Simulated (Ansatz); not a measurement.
A periodic structure is given below.

```
Ti Al
1.0
     3.94834    0.00000    0.00000
     0.00000    3.94834    0.00000
     0.00000    0.00000   13.84503
Ti Al
3 9
Direct
  0.00000 0.00000 0.21387
  0.00000 0.00000 0.49905
  0.00000 0.00000 0.78423
  0.50000 0.00000 0.07128
  0.50000 0.00000 0.35646
  0.50000 0.00000 0.64164
  0.00000 0.50000 0.07128
  0.00000 0.50000 0.35646
  0.00000 0.50000 0.64164
  0.50000 0.50000 0.78423
  0.50000 0.50000 0.21387
  0.50000 0.50000 0.49905
```

### Describe what this structure looks like.

The material is TiAl₃. Space group P4mm (No. 99), lattice primitive tetragonal. The cell comprises 3 formula units: 3 Ti, 9 Al. Ti takes three kinds of site: 1a with twelve Al in a cuboctahedral arrangement at 2.79 Å; 1a with twelve Al in a cuboctahedral arrangement at 2.79 Å; 1a with eight Al at 2.79 Å. The bonds build TiAl3 layers parallel to (001).

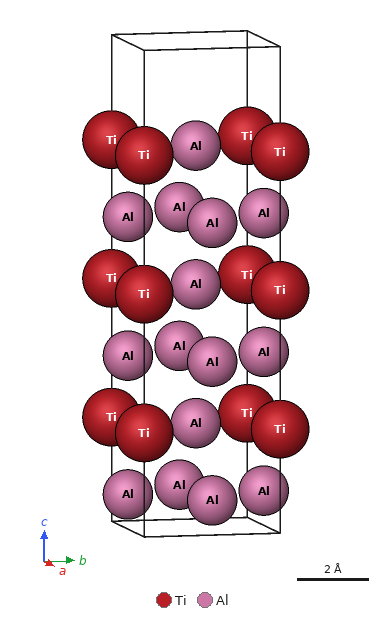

View slightly off an axis, drawn as a spheres-only model. The conventional unit cell is drawn as a box. Colours: titanium red, aluminium pink.

Starting structure: a structure listed in the Materials Project. The cell was then strained or its atoms displaced on purpose. Ansatz was used for an electronic-structure calculation on it.

At this level of theory the run's own cell isn't at rest (forces up to 0.8 eV/Å), so its distances can differ from those at equilibrium, the more so the softer the solid.
